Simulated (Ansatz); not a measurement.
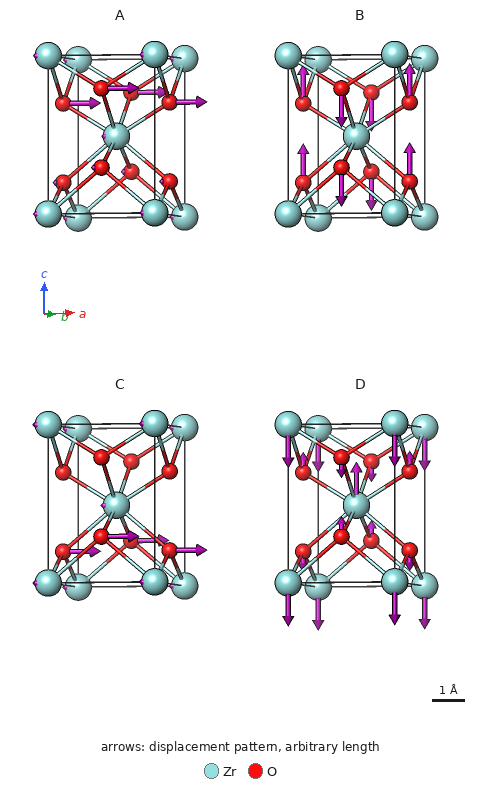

Four optical modes of solid ZrO2 relaxed at 8 GPa at the zone centre, in no order (one member of each degenerate set). The purple arrows are the displacements of the atoms (eigenvector over the root of the mass), of arbitrary overall length and sign. A ball-and-stick model of the cell of the calculation, seen from a free direction.

Theory: DFT PBEsol, scalar-relativistic, plane waves, PAW (Ansatz 0.2.0). (plane-wave cutoff 420 eV; k-point mesh 6 × 6 × 6; occupations fixed; target pressure 8 GPa; no spin polarisation)

Frequencies are those without the non-analytic (LO–TO) term.

**Order them from the lowest to the highest frequency (imaginary ones first).**

C (168 cm⁻¹), B (254 cm⁻¹), D (334 cm⁻¹), A (443 cm⁻¹). C, E_u: All motion is along a; the kinetic energy is shared as O 85 %, Zr 15 %. B, A₁g: The Zr atoms stay at rest; all motion is along c; atoms of one kind move against one another, with no net shift of their sublattice. D, B₁g: All motion is along c; atoms of one kind move against one another, with no net shift of any sublattice; the kinetic energy is shared as Zr 94 %, O 6 %. A, E_u: All motion is along a; it stretches the shortest O–Zr bonds (2.07 Å); the kinetic energy is shared as O 89 %, Zr 11 %.
